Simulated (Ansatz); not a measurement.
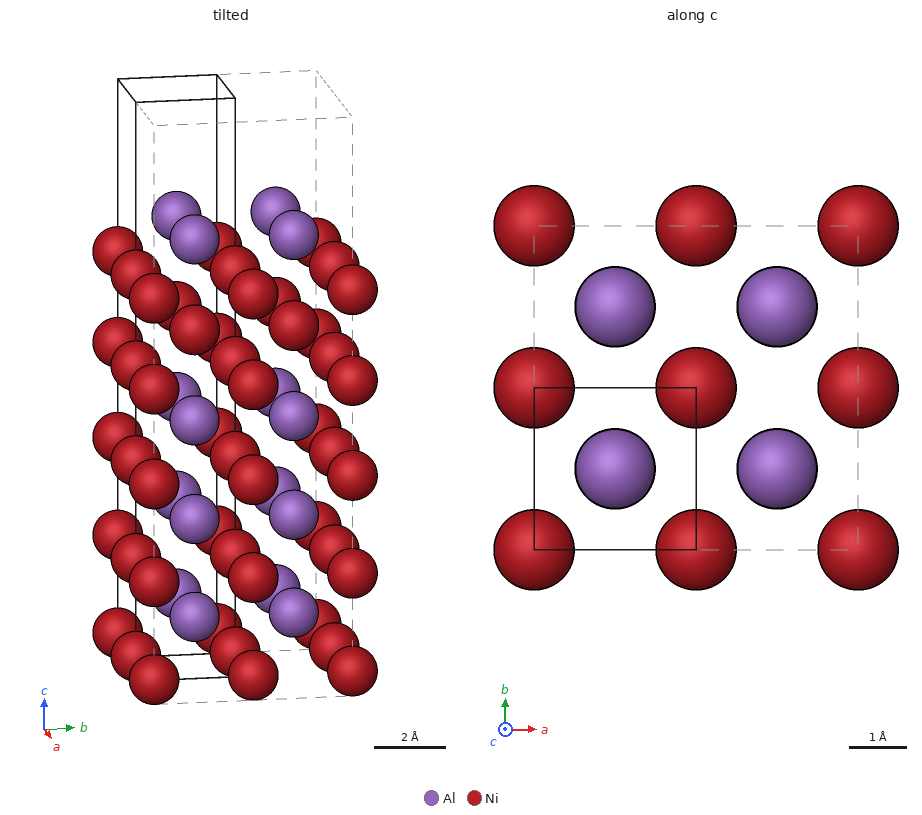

A spheres-only rendering, viewed slightly off an axis and along the c axis. The conventional unit cell (solid box) is repeated to 2×2×1 cells.

Formula: Al2Ni3. The atoms follow space group P4mm (No. 99); the Bravais lattice is primitive tetragonal. Atoms per cell: 10 (4 Al, 6 Ni).

Its origin is a structure listed in the Materials Project. The cell was then strained or its atoms displaced on purpose. It was set up as input for a calculation with Ansatz.
